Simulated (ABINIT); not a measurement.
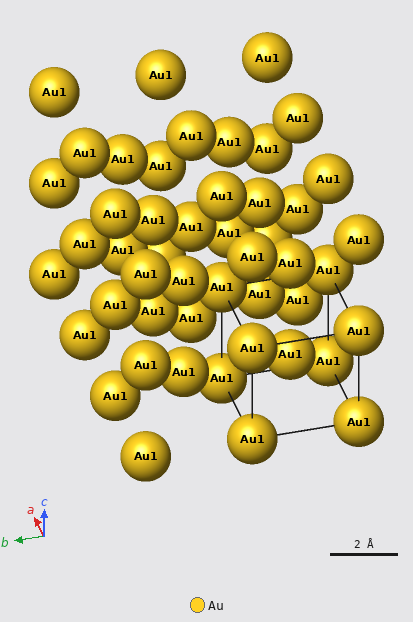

Figure 1. The structure (spheres-only view of the cell 2 times as large as that of the calculation, set on its symmetry axes, repeated 3 × 2 × 2, seen at an oblique angle; atoms are numbered from 1 in the order of the input). An atom can appear more than once, as a periodic image.

# Run report: Au, band-structure run (part 1 of 4)

Au (Im-3m, 1 atom in the cell), computed with Kohn-Sham DFT of a periodic cell, LDA, JTH PAW PBE v2.0, no spin polarisation (ABINIT 10.8.3).

The structure derives from a Materials Project entry.

**Output**
```
.Version 10.8.3 of ABINIT
 DATASET    1 : space group Im -3 m (#229); Bravais cI (body-center cubic)
================================================================================
 Values of the parameters that define the memory need for DATASET  1.
     intxc =       0    ionmov =       0      iscf =      17    lmnmax =      18
     lnmax =       6     mgfft =      24  mpssoang =       3    mqgrid =    3001
     natom =       1  nloc_mem =       2    nspden =       1   nspinor =       1
    nsppol =       1      nsym =      48    n1xccc =       1    ntypat =       1
    occopt =       3   xclevel =       1
       mpw =         703          nfft =       13824          nkpt =          56
 PAW method is used; the additional fine FFT grid is defined by:
   mgfftf=        36    nfftf =     46656
================================================================================
================================================================================

 DATASET    2 : space group Im -3 m (#229); Bravais cI (body-center cubic)
================================================================================
 Values of the parameters that define the memory need for DATASET  2.
     intxc =       0    ionmov =       0      iscf =      -2    lmnmax =      18
     lnmax =       6     mgfft =      24  mpssoang =       3    mqgrid =    3001
     natom =       1  nloc_mem =       2    nspden =       1   nspinor =       1
    nsppol =       1      nsym =      48    n1xccc =       1    ntypat =       1
    occopt =       3   xclevel =       1
       mpw =         712          nfft =       13824          nkpt =          48
 PAW method is used; the additional fine FFT grid is defined by:
   mgfftf=        36    nfftf =     46656
================================================================================
================================================================================

--------------------------------------------------------------------------------
------------- Echo of variables that govern the present computation ------------
--------------------------------------------------------------------------------
 -outvars: echo values of preprocessed input variables --------
            acell      1.0000000000E+00  1.0000000000E+00  1.0000000000E+00 Bohr
              amu      1.96966540E+02
             ecut      2.40000000E+01 Hartree
           enunit           1
           getden1          0
           getden2          1
             iscf1         17
             iscf2         -2
                       outvar_i_n : Printing only first  50 k-points.
              ixc           7
           jdtset        1    2
                       outvar_i_n : Printing only first  50 k-points.
           kptopt1          1
           kptopt2         -5
         kptrlatt       11    0    0      0   11    0      0    0   11
          kptrlen1     5.96685091E+01
          kptrlen2     3.00000000E+01
            natom           1
            nband1         10
            nband2         16
           nbdbuf1          0
           nbdbuf2          4
           ndtset           2
           ndivsm1          0
           ndivsm2          8
            ngfft          24      24      24
          ngfftdg          36      36      36
             nkpt1         56
             nkpt2         48
            nstep         100
             nsym          48
           ntypat           1
                       prtocc : prtvol=0, do not print more k-points.
           occopt           3
        pawecutdg      4.60000000E+01 Hartree
        prtebands           0
           prteig1          0
           prteig2          1
           prtpot1          1
           prtpot2          0
         prtvclmb1          1
         prtvclmb2          0
           prtvha1          1
           prtvha2          0
            prtwf           0
            rprim     -3.1317845248E+00  3.1317845248E+00  3.1317845248E+00
                       3.1317845248E+00 -3.1317845248E+00  3.1317845248E+00
                       3.1317845248E+00  3.1317845248E+00 -3.1317845248E+00
           shiftk1     0.00000000E+00  0.00000000E+00  0.00000000E+00
           shiftk2     5.00000000E-01  5.00000000E-01  5.00000000E-01
          spgroup         229
           tolvrs1     1.00000000E-09
           tolvrs2     0.00000000E+00
           tolwfr1     0.00000000E+00
           tolwfr2     1.00000000E-11
           tsmear      1.83746611E-03 Hartree
            typat      1
           useylm           1
                       outvars : Printing only first  50 k-points.
            znucl       79.00000

================================================================================

 chkinp: Checking input parameters for consistency, jdtset=   1.

 chkinp: Checking input parameters for consistency, jdtset=   2.

================================================================================
== DATASET  1 ==================================================================

--- !DatasetInfo
iteration_state: {dtset: 1, }
dimensions: {natom: 1, nkpt: 56, mband: 10, nsppol: 1, nspinor: 1, nspden: 1, mpw: 703, }
cutoff_energies: {ecut:  24.0, pawecutdg:  46.0, }
electrons: {nelect:   1.10000000E+01, charge:   0.00000000E+00, occopt:   3.00000000E+00, tsmear:   1.83746611E-03, }
meta: {optdriver: 0, ionmov: 0, optcell: 0, iscf: 17, paral_kgb: 0, }
...

 Exchange-correlation functional for the present dataset will be:
  LDA: Perdew-Wang 92 LSD fit to Ceperley-Alder data - ixc=7
  J.P.Perdew and Y.Wang, PRB 45, 13244 (1992)

 Real(R)+Recip(G) space primitive vectors, cartesian coordinates (Bohr,Bohr^-1):
 R(1)= -3.1317845  3.1317845  3.1317845  G(1)=  0.0000000  0.1596534  0.1596534
 R(2)=  3.1317845 -3.1317845  3.1317845  G(2)=  0.1596534  0.0000000  0.1596534
 R(3)=  3.1317845  3.1317845 -3.1317845  G(3)=  0.1596534  0.1596534  0.0000000
 Unit cell volume ucvol=  1.2286710E+02 bohr^3
 Angles (23,13,12)=  1.09471221E+02  1.09471221E+02  1.09471221E+02 degrees

 Coarse grid specifications (used for wave-functions):

 getcut: wavevector=  0.0000  0.0000  0.0000  ngfft=  24  24  24
         ecut(hartree)=     24.000   => boxcut(ratio)=   2.00626

 Fine grid specifications (used for densities):

 getcut: wavevector=  0.0000  0.0000  0.0000  ngfft=  36  36  36
         ecut(hartree)=     46.000   => boxcut(ratio)=   2.17373

--- Pseudopotential description ------------------------------------------------
- pspini: atom type   1  psp file is ./Au.GGA_PBE-JTH.xml
 Pseudopotential format is: paw10
 basis_size (lnmax)=  6 (lmn_size= 18), orbitals=   0   0   1   1   2   2
 Spheres core radius: rc_sph= 2.50869560
 Shapefunction is SIN type: shapef(r)=[sin(pi*r/rshp)/(pi*r/rshp)]**2
 Radius for shape functions =  2.26305713
 Compensation charge density is not taken into account in XC energy/potential

   3.87212569E+02                                ecore*ucvol(ha*bohr**3)
--------------------------------------------------------------------------------

================================================================================

--- !BeginCycle
iteration_state: {dtset: 1, }
solver: {iscf: 17, nstep: 100, nline: 4, wfoptalg: 10, }
tolerances: {tolvrs: 1.00E-09, }
...

     iter   Etot(hartree)      deltaE(h)  residm     nres2
 ETOT  1  -34.179134110741    -3.418E+01 8.860E-01 1.789E+01
 ETOT  2  -34.393512601763    -2.144E-01 1.710E-01 1.954E+01
 ETOT  3  -34.332573075840     6.094E-02 3.412E-02 4.237E+00
 ETOT  4  -34.326366975850     6.206E-03 1.368E-02 2.854E-01
 ETOT  5  -34.328455165460    -2.088E-03 1.492E-02 1.264E-01
 ETOT  6  -34.328907322154    -4.522E-04 4.982E-03 1.246E-02
 ETOT  7  -34.329059415978    -1.521E-04 6.242E-03 5.605E-02
 ETOT  8  -34.328910502857     1.489E-04 1.331E-03 9.819E-03
 ETOT  9  -34.328887028562     2.347E-05 5.106E-03 1.007E-04
 ETOT 10  -34.328894969996    -7.941E-06 1.350E-03 1.535E-03
 ETOT 11  -34.328893639718     1.330E-06 2.807E-03 1.919E-04
 ETOT 12  -34.328893541412     9.831E-08 1.274E-03 1.241E-04
 ETOT 13  -34.328893491107     5.031E-08 1.362E-03 6.720E-05
 ETOT 14  -34.328893413057     7.805E-08 9.930E-04 7.391E-06
 ETOT 15  -34.328893417995    -4.938E-09 9.302E-04 4.861E-07
 ETOT 16  -34.328893418180    -1.844E-10 6.090E-04 8.848E-08
 ETOT 17  -34.328893418173     6.324E-12 5.734E-04 6.318E-10

 At SCF step   17       nres2   =  6.32E-10 < tolvrs=  1.00E-09 =>converged.

 Cartesian components of stress tensor (hartree/bohr^3)
  sigma(1 1)=  4.22316592E-04  sigma(3 2)=  0.00000000E+00
  sigma(2 2)=  4.22316592E-04  sigma(3 1)=  0.00000000E+00
  sigma(3 3)=  4.22316592E-04  sigma(2 1)=  0.00000000E+00

--- !ResultsGS
iteration_state: {dtset: 1, }
comment   : Summary of ground state results
lattice_vectors:
- [ -3.1317845,   3.1317845,   3.1317845, ]
- [  3.1317845,  -3.1317845,   3.1317845, ]
- [  3.1317845,   3.1317845,  -3.1317845, ]
lattice_lengths: [   5.42441,    5.42441,    5.42441, ]
lattice_angles: [109.471, 109.471, 109.471, ] # degrees, (23, 13, 12)
lattice_volume:   1.2286710E+02
convergence: {deltae:  6.324E-12, res2:  6.318E-10, residm:  5.734E-04, diffor: null, }
etotal    :  -3.43288934E+01
entropy   :   0.00000000E+00
fermie    :   2.29958708E-01
cartesian_stress_tensor: # hartree/bohr^3
- [  4.22316592E-04,   0.00000000E+00,   0.00000000E+00, ]
- [  0.00000000E+00,   4.22316592E-04,   0.00000000E+00, ]
- [  0.00000000E+00,   0.00000000E+00,   4.22316592E-04, ]
pressure_GPa:  -1.2425E+01
xred      :
- [  0.0000E+00,   0.0000E+00,   0.0000E+00, Au]
cartesian_forces: # hartree/bohr
- [ -0.00000000E+00,  -0.00000000E+00,  -0.00000000E+00, ]
force_length_stats: {min:   0.00000000E+00, max:   0.00000000E+00, mean:   0.00000000E+00, }
...

 Integrated electronic density in atomic spheres:
 ------------------------------------------------
 Atom  Sphere_radius  Integrated_density
    1        2.50870          9.42447637

================================================================================

 ----iterations are completed or convergence reached----

 Mean square residual over all n,k,spin=   30.468E-07; max=  57.342E-05
 reduced coordinates (array xred) for    1 atoms
       0.000000000000      0.000000000000      0.000000000000
 rms dE/dt=  0.0000E+00; max dE/dt=  0.0000E+00; dE/dt below (all hartree)
    1       0.000000000000      0.000000000000      0.000000000000

 cartesian coordinates (angstrom) at end:
    1      0.00000000000000     0.00000000000000     0.00000000000000

 cartesian forces (hartree/bohr) at end:
    1     -0.00000000000000    -0.00000000000000    -0.00000000000000
 frms,max,avg= 0.0000000E+00 0.0000000E+00   0.000E+00  0.000E+00  0.000E+00 h/b

 cartesian forces (eV/Angstrom) at end:
    1     -0.00000000000000    -0.00000000000000    -0.00000000000000
 frms,max,avg= 0.0000000E+00 0.0000000E+00   0.000E+00  0.000E+00  0.000E+00 e/A
 length scales=  1.000000000000  1.000000000000  1.000000000000 bohr
              =  0.529177210544  0.529177210544  0.529177210544 angstroms
 Fermi (or HOMO) energy (eV) =   6.25750   Average Vxc (eV)= -11.63490
 Eigenvalues (   eV  ) for nkpt=  56  k points:
 kpt#   1, nband= 10, wtk=  0.00075, kpt=  0.0000  0.0000  0.0000 (reduced coord)
  -2.85243    1.90360    1.90360    1.90360    3.66682    3.66682   23.67564   23.67564
  23.67564   29.47160
 prteigrs : prtvol=0 or 1, do not print more k-points.

--- !EnergyTerms
iteration_state     : {dtset: 1, }
comment             : Components of total free energy in Hartree
kinetic             :  9.07992482880979E+00
hartree             :  3.91738240009579E+00
xc                  : -2.94164294279437E+00
Ewald energy        : -3.51514642772864E+01
psp_core            :  3.15147476455682E+00
local_psp           : -1.46154659328798E+01
PAW spherical_terms :  2.23111325272410E+00
internal            : -3.43286779067740E+01
'-kT*entropy'       : -2.13611701210890E-04
total_energy        : -3.43288915184752E+01
total_energy_eV     : -9.34136726505610E+02
...

--- !EnergyTermsDC
iteration_state     : {dtset: 1, }
comment             : '"Double-counting" decomposition of free energy'
band_energy         :  9.95019733118857E-01
Ewald energy        : -3.51514642772864E+01
psp_core            :  3.15147476455682E+00
xc_dc               : -3.35607103434422E+00
PAW spherical_terms :  3.23610074826441E-02
internal            : -3.43286798064723E+01
'-kT*entropy'       : -2.13611701210890E-04
total_energy_dc     : -3.43288934181735E+01
total_energy_dc_eV  : -9.34136778199034E+02
...

--- !EnergyTermsWithPAWCore
iteration_state     : {dtset: 1, }
comment             : 'Components of total free energy, including PAW core contributions'
Total energy        : -1.90016410896494E+04
Total energy DC     : -1.90016410915491E+04
Total energy (eV)   : -5.17060994997954E+05
Total energy DC (eV): -5.17060995049647E+05
...

 Cartesian components of stress tensor (hartree/bohr^3)
  sigma(1 1)=  4.22316592E-04  sigma(3 2)=  0.00000000E+00
  sigma(2 2)=  4.22316592E-04  sigma(3 1)=  0.00000000E+00
  sigma(3 3)=  4.22316592E-04  sigma(2 1)=  0.00000000E+00

-Cartesian components of stress tensor (GPa)         [Pressure= -1.2425E+01 GPa]
- sigma(1 1)=  1.24249831E+01  sigma(3 2)=  0.00000000E+00
- sigma(2 2)=  1.24249831E+01  sigma(3 1)=  0.00000000E+00
- sigma(3 3)=  1.24249831E+01  sigma(2 1)=  0.00000000E+00

================================================================================
== DATASET  2 ==================================================================

--- !DatasetInfo
iteration_state: {dtset: 2, }
dimensions: {natom: 1, nkpt: 48, mband: 16, nsppol: 1, nspinor: 1, nspden: 1, mpw: 712, }
cutoff_energies: {ecut:  24.0, pawecutdg:  46.0, }
electrons: {nelect:   1.10000000E+01, charge:   0.00000000E+00, occopt:   3.00000000E+00, tsmear:   1.83746611E-03, }
meta: {optdriver: 0, ionmov: 0, optcell: 0, iscf: -2, paral_kgb: 0, }
...

 mkfilename : getden/=0, take file _DEN from output of DATASET   1.

 Exchange-correlation functional for the present dataset will be:
  LDA: Perdew-Wang 92 LSD fit to Ceperley-Alder data - ixc=7
  J.P.Perdew and Y.Wang, PRB 45, 13244 (1992)

 Real(R)+Recip(G) space primitive vectors, cartesian coordinates (Bohr,Bohr^-1):
 R(1)= -3.1317845  3.1317845  3.1317845  G(1)=  0.0000000  0.1596534  0.1596534
 R(2)=  3.1317845 -3.1317845  3.1317845  G(2)=  0.1596534  0.0000000  0.1596534
 R(3)=  3.1317845  3.1317845 -3.1317845  G(3)=  0.1596534  0.1596534  0.0000000
 Unit cell volume ucvol=  1.2286710E+02 bohr^3
 Angles (23,13,12)=  1.09471221E+02  1.09471221E+02  1.09471221E+02 degrees

 Coarse grid specifications (used for wave-functions):

 getcut: wavevector=  0.0000  0.0000  0.0000  ngfft=  24  24  24
         ecut(hartree)=     24.000   => boxcut(ratio)=   2.00626

 Fine grid specifications (used for densities):

 getcut: wavevector=  0.0000  0.0000  0.0000  ngfft=  36  36  36
         ecut(hartree)=     46.000   => boxcut(ratio)=   2.17373
--------------------------------------------------------------------------------
```
